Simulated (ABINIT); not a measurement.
**Nb: phonon bands calculation (part 2 of 3)**

Continued. System: Nb (Fm-3m, 1 atom in the cell). Method: Kohn-Sham DFT of a periodic cell, LDA-PZ, JTH PAW LDA v2.0, no spin polarisation (ABINIT 10.8.3); cutoff 435.38 eV, 12×12×12 k-mesh, fermi-dirac of 0.1 eV. The structure derives from an entry of the Crystallography Open Database.

Geometry of the input (Å; fractional positions):
```
0.0000  2.1150  2.1150
2.1150  0.0000  2.1150
2.1150  2.1150  0.0000
Nb 0.0000  0.0000  0.0000
```

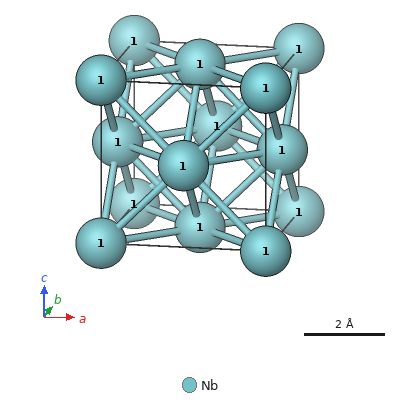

The structure (ball-and-stick view of the cell 4 times as large as that of the calculation, set on its symmetry axes, seen slightly off an axis; atoms are numbered from 1 in the order of the input). An atom can appear more than once, as a periodic image.

### Log, continued
```
================================================================================
== DATASET  2 ==================================================================

--- !DatasetInfo
iteration_state: {dtset: 2, }
dimensions: {natom: 1, nkpt: 868, mband: 15, nsppol: 1, nspinor: 1, nspden: 1, mpw: 399, }
cutoff_energies: {ecut:  16.0, pawecutdg:  32.0, }
electrons: {nelect:   1.30000000E+01, charge:   0.00000000E+00, occopt:   3.00000000E+00, tsmear:   3.67493222E-03, }
meta: {optdriver: 1, rfphon: 1, }
...

 mkfilename : getwfk/=0, take file _WFK from output of DATASET   1.

 Exchange-correlation functional for the present dataset will be:
  LDA: Perdew-Zunger-Ceperley-Alder - ixc=2
  J.P.Perdew and A.Zunger, PRB 23, 5048 (1981)

 Real(R)+Recip(G) space primitive vectors, cartesian coordinates (Bohr,Bohr^-1):
 R(1)=  0.0000000  3.9967708  3.9967708  G(1)= -0.1251010  0.1251010  0.1251010
 R(2)=  3.9967708  0.0000000  3.9967708  G(2)=  0.1251010 -0.1251010  0.1251010
 R(3)=  3.9967708  3.9967708  0.0000000  G(3)=  0.1251010  0.1251010 -0.1251010
 Unit cell volume ucvol=  1.2769024E+02 bohr^3
 Angles (23,13,12)=  6.00000000E+01  6.00000000E+01  6.00000000E+01 degrees
 setup1 : take into account q-point for computing boxcut.

 Coarse grid specifications (used for wave-functions):

 getcut: wavevector=  0.0000  0.0000  0.0000  ngfft=  24  24  24
         ecut(hartree)=     16.000   => boxcut(ratio)=   2.35810

 getcut : COMMENT -
  Note that boxcut > 2.2 ; recall that boxcut=Gcut(box)/Gcut(sphere) = 2
  is sufficient for exact treatment of convolution.
  Such a large boxcut is a waste : you could raise ecut
  e.g. ecut=   22.242509 Hartrees makes boxcut=2

 Fine grid specifications (used for densities):

 getcut: wavevector=  0.0000  0.0000  0.0000  ngfft=  30  30  30
         ecut(hartree)=     32.000   => boxcut(ratio)=   2.08660
--------------------------------------------------------------------------------

 ==>  initialize data related to q vector <==

 The list of irreducible perturbations for this q vector is:
    1)    idir= 1    ipert=   1

================================================================================

 The perturbation idir=   2  ipert=   1 is
 symmetric of a previously calculated perturbation.
 So, its SCF calculation is not needed.

 The perturbation idir=   3  ipert=   1 is
 symmetric of a previously calculated perturbation.
 So, its SCF calculation is not needed.

--------------------------------------------------------------------------------
 Perturbation wavevector (in red.coord.)   0.000000  0.000000  0.000000
 Perturbation : displacement of atom   1   along direction   1
 Found     4 symmetries that leave the perturbation invariant.
 symkpt : the number of k-points, thanks to the symmetries,
 is reduced to   280 .

--------------------------------------------------------------------------------

--------------------------------------------------------------------------------

 dfpt_looppert : total number of electrons, from k and k+q
  fully or partially occupied states are    1.300000E+01 and    1.300000E+01.
 Initialisation of the first-order wave-functions :
  ireadwf=   0

--- !BeginCycle
iteration_state: {dtset: 2, }
solver: {iscf: 7, nstep: 80, nline: 4, wfoptalg: 10, }
tolerances: {tolvrs: 1.00E-08, }
...

     iter   2DEtotal(Ha)        deltaE(Ha) residm    vres2
-ETOT  1   549.73645199463     -7.015E+02 4.254E+00 1.155E+06
 ETOT  2   4.7049201417460     -5.450E+02 6.776E-01 1.402E+04
 ETOT  3  0.28892453862865     -4.416E+00 7.379E-02 1.009E+03
 ETOT  4  1.17806120286019E-02 -2.771E-01 3.766E-03 2.172E+01
 ETOT  5  2.77269866870711E-05 -1.175E-02 4.145E-05 8.084E+00
 ETOT  6 -3.53490678433843E-03 -3.563E-03 1.216E-05 2.051E-01
 ETOT  7 -3.62412288403391E-03 -8.922E-05 1.833E-07 2.843E-04
 ETOT  8 -3.62418878533788E-03 -6.590E-08 5.088E-08 9.433E-07
 ETOT  9 -3.62418790835761E-03  8.770E-10 6.974E-10 1.968E-06
 ETOT 10 -3.62418871621628E-03 -8.079E-10 6.767E-11 5.082E-08
 ETOT 11 -3.62418874372850E-03 -2.751E-11 1.041E-12 2.094E-10

 At SCF step   11       vres2   =  2.09E-10 < tolvrs=  1.00E-08 =>converged.
================================================================================

 ----iterations are completed or convergence reached----

 Mean square residual over all n,k,spin=   26.668E-16; max=  10.414E-13

 2DEtotal=   -0.3624188744E-02 Ha. Also 2DEtotal=   -0.986191997339E-01 eV
    (2DErelax=   -1.2512815043E+03 Ha. 2DEnonrelax=    1.2512778801E+03 Ha)
    (  non-var. 2DEtotal :   -3.5105415600E-03 Ha)

================================================================================

 ---- first-order wavefunction calculations are completed ----

 ==> Compute Derivative Database <==

  Dynamical matrix, in cartesian coordinates,
   if specified in the inputs, asr has been imposed
     j1       j2             matrix element
  dir pert dir pert     real part    imaginary part

  Phonon wavevector (reduced coordinates) :  0.00000  0.00000  0.00000
 Phonon energies in Hartree :
   0.000000E+00  0.000000E+00  0.000000E+00
 Phonon frequencies in cm-1    :
   0.000000E+00  0.000000E+00  0.000000E+00

================================================================================
== DATASET  3 ==================================================================

--- !DatasetInfo
iteration_state: {dtset: 3, }
dimensions: {natom: 1, nkpt: 1728, mband: 15, nsppol: 1, nspinor: 1, nspden: 1, mpw: 399, }
cutoff_energies: {ecut:  16.0, pawecutdg:  32.0, }
electrons: {nelect:   1.30000000E+01, charge:   0.00000000E+00, occopt:   3.00000000E+00, tsmear:   3.67493222E-03, }
meta: {optdriver: 1, rfphon: 1, }
...

 mkfilename : getwfk/=0, take file _WFK from output of DATASET   1.

 Exchange-correlation functional for the present dataset will be:
  LDA: Perdew-Zunger-Ceperley-Alder - ixc=2
  J.P.Perdew and A.Zunger, PRB 23, 5048 (1981)

 Real(R)+Recip(G) space primitive vectors, cartesian coordinates (Bohr,Bohr^-1):
 R(1)=  0.0000000  3.9967708  3.9967708  G(1)= -0.1251010  0.1251010  0.1251010
 R(2)=  3.9967708  0.0000000  3.9967708  G(2)=  0.1251010 -0.1251010  0.1251010
 R(3)=  3.9967708  3.9967708  0.0000000  G(3)=  0.1251010  0.1251010 -0.1251010
 Unit cell volume ucvol=  1.2769024E+02 bohr^3
 Angles (23,13,12)=  6.00000000E+01  6.00000000E+01  6.00000000E+01 degrees
 setup1 : take into account q-point for computing boxcut.

 Coarse grid specifications (used for wave-functions):

 getcut: wavevector=  0.5000  0.0000  0.0000  ngfft=  24  24  24
         ecut(hartree)=     16.000   => boxcut(ratio)=   2.26091

 getcut : COMMENT -
  Note that boxcut > 2.2 ; recall that boxcut=Gcut(box)/Gcut(sphere) = 2
  is sufficient for exact treatment of convolution.
  Such a large boxcut is a waste : you could raise ecut
  e.g. ecut=   20.446889 Hartrees makes boxcut=2

 Fine grid specifications (used for densities):

 getcut: wavevector=  0.5000  0.0000  0.0000  ngfft=  30  30  30
         ecut(hartree)=     32.000   => boxcut(ratio)=   2.01541
--------------------------------------------------------------------------------

 ==>  initialize data related to q vector <==

 The list of irreducible perturbations for this q vector is:
    1)    idir= 1    ipert=   1
    2)    idir= 2    ipert=   1

================================================================================

 The perturbation idir=   3  ipert=   1 is
 symmetric of a previously calculated perturbation.
 So, its SCF calculation is not needed.

--------------------------------------------------------------------------------
 Perturbation wavevector (in red.coord.)   0.500000  0.000000  0.000000
 Perturbation : displacement of atom   1   along direction   1
 Found     2 symmetries that leave the perturbation invariant.
 symkpt : the number of k-points, thanks to the symmetries,
 is reduced to   936 .

--------------------------------------------------------------------------------

--------------------------------------------------------------------------------

 dfpt_looppert : total number of electrons, from k and k+q
  fully or partially occupied states are    1.300000E+01 and    1.300000E+01.
 Initialisation of the first-order wave-functions :
  ireadwf=   0

--- !BeginCycle
iteration_state: {dtset: 3, }
solver: {iscf: 7, nstep: 80, nline: 4, wfoptalg: 10, }
tolerances: {tolvrs: 1.00E-08, }
...

     iter   2DEtotal(Ha)        deltaE(Ha) residm    vres2
-ETOT  1   5191.1759458467      3.562E+03 2.015E+01 3.353E+07
 ETOT  2   18.891626066218     -5.172E+03 1.422E+01 6.956E+04
 ETOT  3   4.2546919531391     -1.464E+01 4.876E-01 2.136E+03
 ETOT  4   3.8293745393634     -4.253E-01 5.728E-03 7.627E+01
 ETOT  5   3.8074475792709     -2.193E-02 7.897E-04 2.832E+00
 ETOT  6   3.8070132941938     -4.343E-04 4.142E-05 1.656E-01
 ETOT  7   3.8069894383356     -2.386E-05 3.013E-06 1.915E-02
 ETOT  8   3.8069863315481     -3.107E-06 5.940E-08 1.422E-03
 ETOT  9   3.8069860711552     -2.604E-07 7.442E-09 1.059E-04
 ETOT 10   3.8069860403551     -3.080E-08 2.084E-10 3.292E-06
 ETOT 11   3.8069860394097     -9.452E-10 3.018E-11 2.715E-07
 ETOT 12   3.8069860393997     -1.023E-11 1.348E-12 5.866E-08
 ETOT 13   3.8069860393465     -5.298E-11 1.187E-13 1.186E-09

 At SCF step   13       vres2   =  1.19E-09 < tolvrs=  1.00E-08 =>converged.
================================================================================

 ----iterations are completed or convergence reached----

 Mean square residual over all n,k,spin=   13.166E-17; max=  11.870E-14

 2DEtotal=    0.3806986039E+01 Ha. Also 2DEtotal=    0.103593367550E+03 eV
    (2DErelax=   -1.6249234585E+03 Ha. 2DEnonrelax=    1.6287304446E+03 Ha)
    (  non-var. 2DEtotal :    3.8071113900E+00 Ha)

--------------------------------------------------------------------------------
 Perturbation wavevector (in red.coord.)   0.500000  0.000000  0.000000
 Perturbation : displacement of atom   1   along direction   2
 The set of symmetries contains only one element for this perturbation.
 symkpt : not enough symmetry to change the number of k points.

--------------------------------------------------------------------------------

--------------------------------------------------------------------------------

 dfpt_looppert : total number of electrons, from k and k+q
  fully or partially occupied states are    1.300000E+01 and    1.300000E+01.
 Initialisation of the first-order wave-functions :
  ireadwf=   0

--- !BeginCycle
iteration_state: {dtset: 3, }
solver: {iscf: 7, nstep: 80, nline: 4, wfoptalg: 10, }
tolerances: {tolvrs: 1.00E-08, }
...

     iter   2DEtotal(Ha)        deltaE(Ha) residm    vres2
-ETOT  1   622.51258788292     -6.565E+02 1.910E+01 1.397E+06
 ETOT  2   5.9186583167008     -6.166E+02 2.895E+00 1.859E+04
 ETOT  3  1.50158421119411E-02 -5.904E+00 6.462E-02 1.163E+03
 ETOT  4 -0.32539150518694     -3.404E-01 1.419E-02 2.325E+01
 ETOT  5 -0.33647269866953     -1.108E-02 3.218E-05 6.890E+00
 ETOT  6 -0.33945246922196     -2.980E-03 3.094E-05 1.512E-02
 ETOT  7 -0.33946014461692     -7.675E-06 4.345E-08 3.219E-04
 ETOT  8 -0.33946025995631     -1.153E-07 1.753E-09 8.434E-06
 ETOT  9 -0.33946026176597     -1.810E-09 3.010E-11 4.236E-07
 ETOT 10 -0.33946026183350     -6.753E-11 3.803E-13 1.668E-07
 ETOT 11 -0.33946026188694     -5.343E-11 8.201E-13 4.435E-08
 ETOT 12 -0.33946026189535     -8.413E-12 1.090E-13 2.940E-11

 At SCF step   12       vres2   =  2.94E-11 < tolvrs=  1.00E-08 =>converged.
================================================================================

 ----iterations are completed or convergence reached----

 Mean square residual over all n,k,spin=   25.538E-16; max=  10.898E-14

 2DEtotal=   -0.3394602619E+00 Ha. Also 2DEtotal=   -0.923718430160E+01 eV
    (2DErelax=   -1.2793420254E+03 Ha. 2DEnonrelax=    1.2790025651E+03 Ha)
    (  non-var. 2DEtotal :   -3.3946435796E-01 Ha)

================================================================================

 ---- first-order wavefunction calculations are completed ----

 ==> Compute Derivative Database <==

  Dynamical matrix, in cartesian coordinates,
   if specified in the inputs, asr has been imposed
     j1       j2             matrix element
  dir pert dir pert     real part    imaginary part

   1    1   1    1         0.0542694286         0.0000000962
   1    1   2    1        -0.0648939636        -0.0000000962
   1    1   3    1        -0.0648939636        -0.0000000962

   2    1   1    1        -0.0648939636        -0.0000000962
   2    1   2    1         0.0542694286         0.0000000962
   2    1   3    1         0.0648939636         0.0000000962

   3    1   1    1        -0.0648939636        -0.0000000962
   3    1   2    1         0.0648939636         0.0000000962
   3    1   3    1         0.0542694286         0.0000000962

  Phonon wavevector (reduced coordinates) :  0.50000  0.00000  0.00000
 Phonon energies in Hartree :
  -2.504679E-04 -2.504679E-04  1.042494E-03
 Phonon frequencies in cm-1    :
  -5.497136E+01 -5.497136E+01  2.288011E+02

================================================================================
== DATASET  4 ==================================================================

--- !DatasetInfo
iteration_state: {dtset: 4, }
dimensions: {natom: 1, nkpt: 1728, mband: 15, nsppol: 1, nspinor: 1, nspden: 1, mpw: 399, }
cutoff_energies: {ecut:  16.0, pawecutdg:  32.0, }
electrons: {nelect:   1.30000000E+01, charge:   0.00000000E+00, occopt:   3.00000000E+00, tsmear:   3.67493222E-03, }
meta: {optdriver: 1, rfphon: 1, }
...

 mkfilename : getwfk/=0, take file _WFK from output of DATASET   1.

 Exchange-correlation functional for the present dataset will be:
  LDA: Perdew-Zunger-Ceperley-Alder - ixc=2
  J.P.Perdew and A.Zunger, PRB 23, 5048 (1981)

 Real(R)+Recip(G) space primitive vectors, cartesian coordinates (Bohr,Bohr^-1):
 R(1)=  0.0000000  3.9967708  3.9967708  G(1)= -0.1251010  0.1251010  0.1251010
 R(2)=  3.9967708  0.0000000  3.9967708  G(2)=  0.1251010 -0.1251010  0.1251010
 R(3)=  3.9967708  3.9967708  0.0000000  G(3)=  0.1251010  0.1251010 -0.1251010
 Unit cell volume ucvol=  1.2769024E+02 bohr^3
 Angles (23,13,12)=  6.00000000E+01  6.00000000E+01  6.00000000E+01 degrees
 setup1 : take into account q-point for computing boxcut.

 Coarse grid specifications (used for wave-functions):

 getcut: wavevector=  0.5000  0.5000  0.0000  ngfft=  24  24  24
         ecut(hartree)=     16.000   => boxcut(ratio)=   2.26198

 getcut : COMMENT -
  Note that boxcut > 2.2 ; recall that boxcut=Gcut(box)/Gcut(sphere) = 2
  is sufficient for exact treatment of convolution.
  Such a large boxcut is a waste : you could raise ecut
  e.g. ecut=   20.466197 Hartrees makes boxcut=2

 Fine grid specifications (used for densities):

 getcut: wavevector=  0.5000  0.5000  0.0000  ngfft=  30  30  30
         ecut(hartree)=     32.000   => boxcut(ratio)=   2.01601
--------------------------------------------------------------------------------

 ==>  initialize data related to q vector <==

 The list of irreducible perturbations for this q vector is:
    1)    idir= 1    ipert=   1

================================================================================

 The perturbation idir=   2  ipert=   1 is
 symmetric of a previously calculated perturbation.
 So, its SCF calculation is not needed.

 The perturbation idir=   3  ipert=   1 is
 symmetric of a previously calculated perturbation.
 So, its SCF calculation is not needed.

--------------------------------------------------------------------------------
 Perturbation wavevector (in red.coord.)   0.500000  0.500000  0.000000
 Perturbation : displacement of atom   1   along direction   1
 Found     2 symmetries that leave the perturbation invariant.
 symkpt : the number of k-points, thanks to the symmetries,
 is reduced to   936 .

--------------------------------------------------------------------------------

--------------------------------------------------------------------------------

 dfpt_looppert : total number of electrons, from k and k+q
  fully or partially occupied states are    1.300000E+01 and    1.300000E+01.
 Initialisation of the first-order wave-functions :
  ireadwf=   0

--- !BeginCycle
iteration_state: {dtset: 4, }
solver: {iscf: 7, nstep: 80, nline: 4, wfoptalg: 10, }
tolerances: {tolvrs: 1.00E-08, }
...

     iter   2DEtotal(Ha)        deltaE(Ha) residm    vres2
-ETOT  1   2613.6646546577      1.107E+03 5.963E+00 1.233E+07
 ETOT  2   13.570982513537     -2.600E+03 2.486E+00 3.862E+04
 ETOT  3   2.5999280067948     -1.097E+01 3.077E-02 1.027E+03
 ETOT  4   2.3362759794922     -2.637E-01 6.554E-04 4.840E+01
 ETOT  5   2.3227668901931     -1.351E-02 3.639E-05 1.054E+00
 ETOT  6   2.3225587340911     -2.082E-04 9.164E-07 6.960E-02
 ETOT  7   2.3225447616591     -1.397E-05 4.405E-08 1.177E-03
 ETOT  8   2.3225444286339     -3.330E-07 1.285E-09 1.172E-04
 ETOT  9   2.3225443858941     -4.274E-08 5.973E-11 2.835E-06
 ETOT 10   2.3225443858349     -5.912E-11 6.673E-13 1.306E-06
 ETOT 11   2.3225443852015     -6.335E-10 3.260E-13 1.157E-08
 ETOT 12   2.3225443851919     -9.550E-12 7.773E-15 3.662E-09

 At SCF step   12       vres2   =  3.66E-09 < tolvrs=  1.00E-08 =>converged.
================================================================================

 ----iterations are completed or convergence reached----

 Mean square residual over all n,k,spin=   45.187E-17; max=  77.730E-16

 2DEtotal=    0.2322544385E+01 Ha. Also 2DEtotal=    0.631996523389E+02 eV
    (2DErelax=   -1.5038963094E+03 Ha. 2DEnonrelax=    1.5062188538E+03 Ha)
    (  non-var. 2DEtotal :    2.3226686974E+00 Ha)

================================================================================

 ---- first-order wavefunction calculations are completed ----

 ==> Compute Derivative Database <==

  Dynamical matrix, in cartesian coordinates,
   if specified in the inputs, asr has been imposed
     j1       j2             matrix element
  dir pert dir pert     real part    imaginary part

   1    1   1    1         0.0478123662         0.0000000000

   2    1   2    1         0.0478123662         0.0000000000

   3    1   3    1         0.0975891012         0.0000000000

  Phonon wavevector (reduced coordinates) :  0.50000  0.50000  0.00000
 Phonon energies in Hartree :
   5.313336E-04  5.313336E-04  7.590980E-04
 Phonon frequencies in cm-1    :
   1.166143E+02  1.166143E+02  1.666028E+02

== END DATASET(S) ==============================================================
================================================================================

 -outvars: echo values of variables after computation  --------
            acell      1.0000000000E+00  1.0000000000E+00  1.0000000000E+00 Bohr
           etotal1    -5.7707734774E+01
           etotal2    -3.6241887437E-03
           etotal3    -3.3946026190E-01
           etotal4     2.3225443852E+00
            fcart1    -0.0000000000E+00 -0.0000000000E+00 -0.0000000000E+00
            fcart2     0.0000000000E+00  0.0000000000E+00  0.0000000000E+00
            fcart3     0.0000000000E+00  0.0000000000E+00  0.0000000000E+00
            fcart4     0.0000000000E+00  0.0000000000E+00  0.0000000000E+00
            rprim      0.0000000000E+00  3.9967707536E+00  3.9967707536E+00
                       3.9967707536E+00  0.0000000000E+00  3.9967707536E+00
                       3.9967707536E+00  3.9967707536E+00  0.0000000000E+00
           strten1     3.6476116601E-04  3.6476116601E-04  3.6476116601E-04
                       0.0000000000E+00  0.0000000000E+00  0.0000000000E+00
           strten2     0.0000000000E+00  0.0000000000E+00  0.0000000000E+00
                       0.0000000000E+00  0.0000000000E+00  0.0000000000E+00
           strten3     0.0000000000E+00  0.0000000000E+00  0.0000000000E+00
                       0.0000000000E+00  0.0000000000E+00  0.0000000000E+00
           strten4     0.0000000000E+00  0.0000000000E+00  0.0000000000E+00
                       0.0000000000E+00  0.0000000000E+00  0.0000000000E+00
 Calculation completed.
```
